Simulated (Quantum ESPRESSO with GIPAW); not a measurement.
# Absolute ¹⁹F shieldings of KMgF3 against octahedral tilt about [001] in a held cell (GIPAW, PBEsol)

Octahedral tilts help to set the dielectric and elastic behaviour of perovskites, yet they can be hard to see by diffraction when they are small or ordered only over short distances. NMR responds to the surroundings of each nucleus and could reveal such tilts, provided that the change of shielding per degree is known.

Problem: find how the isotropic shieldings of a KMgF3 model follow the angle θ through which neighbouring MgF6 octahedra turn in opposite senses about [001], and estimate the in-plane ¹⁹F shielding at 3° and 10.5°. The shieldings are PBEsol values on the absolute scale, for static atoms in a cubic cell held at 3.990 Å. A higher shielding means a lower chemical shift.

## How the numbers were made

Cells built by us on the structure of KTaO3 in the Crystallography Open Database (COD), with the elements swapped to KMgF3, as a cubic perovskite model with a lattice constant set to 3.990 Å and held, turned about one axis alone, whatever tilts the real crystal has; the series runs over the angle by which neighbouring MgF6 octahedra are turned against each other's sense about [001], cell held. All shieldings are on the absolute scale with the macroscopic shape term taken out. Shieldings by GIPAW with PBEsol in Quantum ESPRESSO with gipaw.x (a patched development version 8.0), plane-wave PAW files from pslibrary 1.0.0 recipes, scalar-relativistic cores, no spin-orbit coupling, no spin; in these runs cutoffs 65 Ry, k spacing 0.27 Å⁻¹ (2π included) or finer. The macroscopic shape term was treated afterwards and alike for all rows, whichever way its switch stood in a run: any printed term was subtracted, and where a column says so that of a sphere was added from the printed susceptibility. Static atoms. k meshes of the tabled runs: 5×5×5. The same in all rows: largest miss of the f-sum rule for the valence electrons, a test of mesh and cutoff: 0.006 electrons.

Notes on method and selection:

- Shielding and shift run in opposite directions: δ ≈ σ(reference) − σ.
- Static lattice: no motional averaging.
- The shieldings are even in the angle by symmetry. With the cell held, the turn lengthens the bonds in the plane of rotation.
- These shielding methods need a band gap: all members are semiconductors or insulators at this level. The paramagnetic part grows as the gap narrows, and semilocal functionals make gaps too small.
- Runs that did not converge, have known faults or may not be shown are not listed, and runs on Ansatz's PAW sets soft_1 and soft_2 are kept to separate tables.

Columns:

- square of tilt (°²): square of the angle by which neighbouring MgF6 octahedra are turned against each other's sense about [001], cell held.
- tilt angle (°): angle by which neighbouring MgF6 octahedra are turned against each other's sense about [001], cell held.
- span, 19F (ppm): span of the 19F tensor, mean over the atoms.
- σ(19F), first kind (ppm): isotropic 19F shielding at the 4 equivalent F atoms that include atom 5 (in the plane of rotation).
- σ(19F), second kind (ppm): the same at the 2 that include atom 7 (on the axis).
- σ(25Mg) (ppm): isotropic 25Mg shielding, mean over the Mg atoms of the cell.
- σ(39K) (ppm): isotropic 39K shielding, mean over the K atoms of the cell.

Input lines of one member:

```
&inputgipaw
  job = 'nmr'
  prefix = 'x'
  tmp_dir = './tmp/'
  restart_mode = 'from_scratch'
  verbosity = 'low'
  q_gipaw = 0.01
  spline_ps = .true.
  conv_threshold = 1.0d-11
  use_nmr_macroscopic_shape = .false.
  pawproj(1) = .true.
  pawproj(2) = .true.
  pawproj(3) = .true.
/
```

Command (options for logging and memory left out): `mpirun -np 4 gipaw.x -in nmr.in > nmr.out`

## Computed values

| member | square of tilt (°²) | tilt angle (°) | span, 19F (ppm) | σ(19F), first kind (ppm) | σ(19F), second kind (ppm) | σ(25Mg) (ppm) | σ(39K) (ppm) | remark |
| --- | --- | --- | --- | --- | --- | --- | --- | --- |
| KMgF3, 0° | 0.0 | 0.0 | 5.7 | 326.28 | 326.28 | 556.70 | 1176.82 | as built, not relaxed |
| KMgF3, 1.5° | 2.2 | 1.5 | 5.6 | 326.09 | 326.35 | 556.78 | 1176.41 | as built, not relaxed |
| KMgF3, 3° | 9.0 | 3.0 | ? | ? | ? | ? | ? |  |
| KMgF3, 4.5° | 20.2 | 4.5 | 4.8 | 324.54 | 326.85 | 557.36 | 1173.09 | as built, not relaxed |
| KMgF3, 6° | 36.0 | 6.0 | 4.3 | 323.16 | 327.26 | 557.87 | 1170.21 | as built, not relaxed |
| KMgF3, 7.5° | 56.2 | 7.5 | 4.9 | 321.36 | 327.78 | 558.53 | 1166.55 | as built, not relaxed |
| KMgF3, 9° | 81.0 | 9.0 | 6.2 | 319.11 | 328.39 | 559.32 | 1162.14 | as built, not relaxed |
| KMgF3, 10.5° | 110.2 | 10.5 | ? | ? | ? | ? | ? |  |
| KMgF3, 12° | 144.0 | 12.0 | 9.5 | 313.15 | 329.82 | 561.31 | 1151.23 | as built, not relaxed |

Cells marked ? are withheld until the estimate has been made.

Least-squares fits to the members shown, with x = square of tilt (°²); R² and errors in the fitted variable (y, or ln y where the fit is in ln y):

| y | members | fit | R² | rms residual | leave-one-out rms | the same for the mean of the others |
| --- | --- | --- | --- | --- | --- | --- |
| σ(19F), first kind (ppm) | 7 | y = 326.37 − 0.090979 x | 1.00 | 0.089 | 0.19 | 5.0 |
| σ(19F), second kind (ppm) | 7 | y = 326.34 + 0.024632 x | 1.00 | 0.050 | 0.11 | 1.4 |

## The trend and its physics

The tilt splits a single ¹⁹F shielding into two. From 0° to 12° the four fluorines in the plane of rotation fall from 326.28 to 313.15 ppm, while the two on the axis rise to 329.82 ppm, so the lines end 329.82 − 313.15 = 16.67 ppm apart. Over the same range ³⁹K falls by 25.59 ppm and ²⁵Mg rises by 4.61 ppm.

Turns of +θ and −θ are equivalent, so the shielding depends on θ² and higher even powers. For the in-plane fluorines the mean loss is (326.28 − 323.16) / 36.0 = 0.087 ppm per square degree up to 6°, and (319.11 − 313.15) / (144.0 − 81.0) = 0.095 between 9° and 12°. The fall therefore steepens slightly even against θ².

Geometry suggests the cause. If each octahedron turns by θ, the in-plane Mg–F bond is (3.990 / 2) / cos θ, which at 12° is about 0.04 Å longer than at 0°. Longer bonds mean less overlap and a smaller deshielding paramagnetic term, which fits the rise at Mg but has the wrong sign for the in-plane fluorines. These also move sideways by (3.990 / 2) tan θ, about 0.42 Å at 12°. Two of their four K neighbours come nearer by about 0.28 Å and two recede by about 0.31 Å. Because overlap grows steeply at short distance, the near pair should gain more than the far pair loses, which would deshield both F and K. A separation of the shieldings into parts, not tabulated here, agrees in that most of the change at every site is paramagnetic.

The axial fluorines keep their distances to Mg and K. Their small rise may come from the slightly longer F–F contacts within the octahedra. In a crystal free to contract as it tilts, the Mg–F bonds would stretch less and the slopes would differ.

## Blind estimate

Plain estimates from the members shown:

- KMgF3, 10.5°, fit at x = 110.2: 316.34 ppm
- KMgF3, 10.5°, straight-line interpolation between KMgF3, 9° and KMgF3, 12°: w = (110.2 − 81.0) / (144.0 − 81.0) = 0.463, so 319.11 + 0.463 × (313.15 − 319.11) = 316.35 ppm
- KMgF3, 3°, fit at x = 9.0: 325.55 ppm
- KMgF3, 3°, straight-line interpolation between KMgF3, 1.5° and KMgF3, 4.5°: w = (9.0 − 2.2) / (20.2 − 2.2) = 0.378, so 326.09 + 0.378 × (324.54 − 326.09) = 325.50 ppm

The straight-line fit in θ² misses the steepening: its intercept, 326.37 ppm, lies above the calculated 326.28 ppm. Interpolation between neighbours is better, but a chord runs slightly below a curve that bends downwards. The next even power removes both faults:

σ = 326.28 − a θ² − b θ⁴ (σ in ppm, θ in degrees)

The rows at 9° and 12° fix the constants. The loss is 326.28 − 319.11 = 7.17 ppm at 9° and 326.28 − 313.15 = 13.13 ppm at 12°. Per square degree this is 7.17 / 81 = 0.08852 and 13.13 / 144 = 0.09118. Hence b = (13.13 / 144 − 7.17 / 81) / (144 − 81) = 0.00004225 and a = 7.17 / 81 − 0.00004225 × 81 = 0.08510.

The rows not used for a and b test the formula. It gives 326.09, 324.54, 323.16 and 321.36 ppm at 1.5°, 4.5°, 6° and 7.5°, which matches the table to within 0.01 ppm each time.

For 10.5°, θ² is 10.5 × 10.5 = 110.25.
The two terms are 0.08510 × 110.25 = 9.382 and 0.00004225 × 110.25 × 110.25 = 0.514, so the shielding is 326.28 − 9.382 − 0.514 = 316.38 ppm.

For 3°, θ² = 9:
The two terms are 0.08510 × 9 = 0.766 and 0.00004225 × 81 = 0.003, so the shielding is 326.28 − 0.766 − 0.003 = 325.51 ppm.

The test misses are no larger than the printed rounding, so 0.01 ppm is a fair error at 3°. At 10.5° the test rows all lie at smaller angles and a sixth-power term would weigh more, so the error is doubled to 0.02 ppm.

**Committed estimate, KMgF3, 10.5°: σ(19F), first kind = 316.38 ± 0.02 ppm.**  
**Committed estimate, KMgF3, 3°: σ(19F), first kind = 325.51 ± 0.01 ppm.**

## Check

| member | square of tilt (°²) | tilt angle (°) | span, 19F (ppm) | σ(19F), first kind (ppm) | σ(19F), second kind (ppm) | σ(25Mg) (ppm) | σ(39K) (ppm) | remark |
| --- | --- | --- | --- | --- | --- | --- | --- | --- |
| KMgF3, 3° | 9.0 | 3.0 | 5.3 | 325.51 | 326.54 | 556.99 | 1175.16 | as built, not relaxed |
| KMgF3, 10.5° | 110.2 | 10.5 | 7.7 | 316.38 | 329.07 | 560.25 | 1157.03 | as built, not relaxed |

| member | estimate | σ(19F), first kind (ppm) | computed | estimate − computed | miss in error bars |
| --- | --- | --- | --- | --- | --- |
| KMgF3, 10.5° | committed | 316.38 | 316.38 | 0.00 | 0.0 |
| KMgF3, 10.5° | fit | 316.34 | 316.38 | −0.04 |  |
| KMgF3, 10.5° | interpolation | 316.35 | 316.38 | −0.03 |  |
| KMgF3, 3° | committed | 325.51 | 325.51 | 0.00 | 0.0 |
| KMgF3, 3° | fit | 325.55 | 325.51 | +0.04 |  |
| KMgF3, 3° | interpolation | 325.50 | 325.51 | −0.01 |  |

σ(19F), first kind (ppm) against square of tilt (°²):

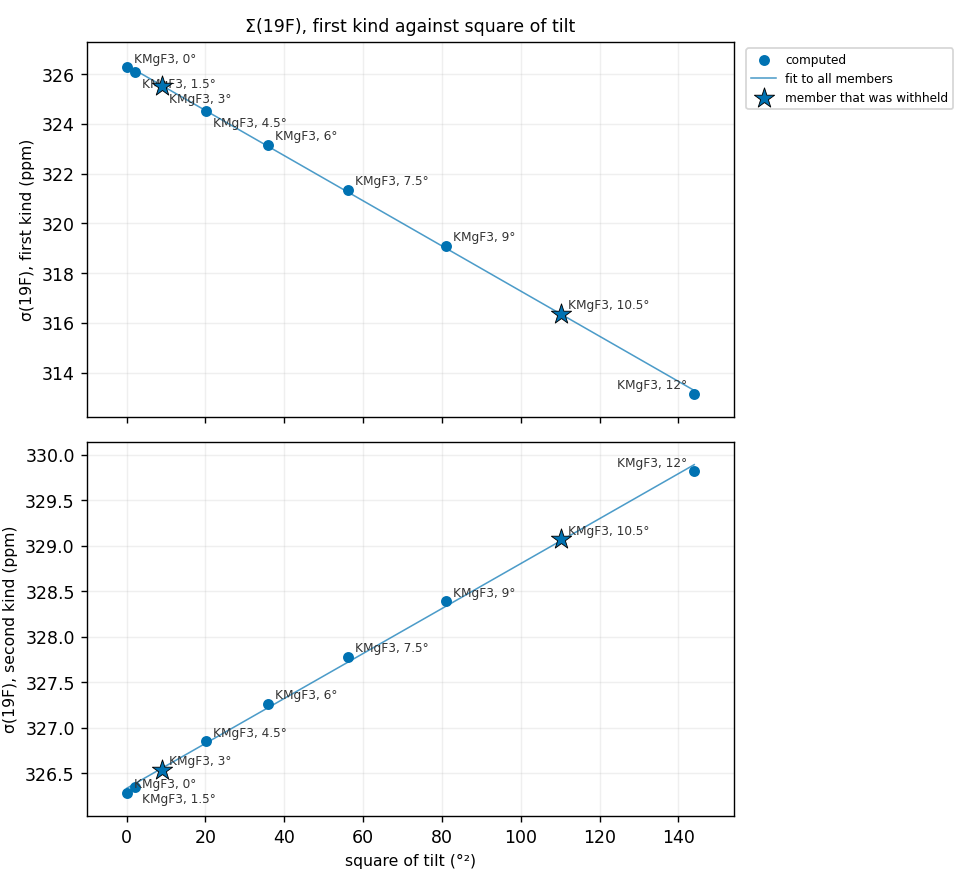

Both estimates agree with the computed shieldings to the last printed digit, 316.38 ppm at 10.5° and 325.51 ppm at 3°, and so lie inside their error bars. The straight-line fit misses by 0.04 ppm at each angle, and interpolation by 0.03 ppm at 10.5° and 0.01 ppm at 3°. These plain estimates were already close, so the θ⁴ term gains only a few hundredths of a ppm.

The symmetry argument held: a smooth function of θ² with one higher even power describes the in-plane fluorines. The doubled error at 10.5°, meant to cover a sixth-power term, proved cautious, since no such term shows there at the printed precision.

The result says little about the proposed cause. Shorter K–F contacts would give an even, smooth curve, but so would any other effect of the same turn. Deshielding by the nearer K pair remains a plausible explanation because it has the right sign, whereas the longer Mg–F bonds alone would act the other way. In-plane fluorines of neighbouring octahedra also approach each other as the tilt grows, and this may contribute with the same sign.

## Residuals

Least-squares fits to the whole series, with x = square of tilt (°²); R² and errors in the fitted variable (y, or ln y where the fit is in ln y):

| y | members | fit | R² | rms residual | leave-one-out rms | the same for the mean of the others |
| --- | --- | --- | --- | --- | --- | --- |
| σ(19F), first kind (ppm) | 9 | y = 326.36 − 0.090795 x | 1.00 | 0.080 | 0.12 | 4.9 |
| σ(19F), second kind (ppm) | 9 | y = 326.333 + 0.0247210 x | 1.00 | 0.045 | 0.068 | 1.3 |

Largest departures from the fit to the whole series:

| member | σ(19F), first kind (ppm) | fit | computed − fit | in rms residuals |
| --- | --- | --- | --- | --- |
| KMgF3, 12° | 313.15 | 313.29 | −0.14 | 1.7 |
| KMgF3, 9° | 319.11 | 319.01 | +0.10 | 1.3 |
| KMgF3, 7.5° | 321.36 | 321.26 | +0.10 | 1.3 |
| KMgF3, 0° | 326.28 | 326.36 | −0.08 | 1.0 |

No member stands apart. The largest departures from the straight line in θ² are −0.14 ppm at 12°, +0.10 ppm at 7.5° and 9°, and −0.08 ppm at 0°, negative at both ends and positive between, as expected when a line is laid through a curve that bends downwards. The θ⁴ term used for the estimates removes this pattern to within about 0.01 ppm, so these departures belong to the form of the fit and not to single runs.

## Conclusions and limits

From 0° to 12° in the held cell, one quadratic and one quartic term give the in-plane ¹⁹F shielding of a further angle to about 0.01–0.02 ppm. That is the precision of interpolation within the model, not its accuracy against experiment.

For practice, the separation of the two ¹⁹F lines is more useful, because it needs no reference compound. The row at 10.5° gives (329.07 − 316.38) / 110.25 = 0.115 ppm per square degree, and the rule Δ = 0.115 θ² (Δ in ppm, θ in degrees) then holds to within 0.11 ppm in all nine rows. In this static model with its held cell, a separation of 5 ppm would mean θ = √(5 / 0.115) = 6.6°, with the in-plane line at the higher shift and twice as strong.

Motion can matter as much as the tilt itself: fast changes of the tilt axis among the three cube directions would merge the lines and remove the whole separation, 16.67 ppm at 12°. Real KMgF3 is known as an untilted cubic perovskite, for which a single ¹⁹F line is expected.

[Logs are printed without paths, hosts, clocks, repeated set-up lines and the standing remarks that a program may print on its own settings, such as how far it seeks lower states.]
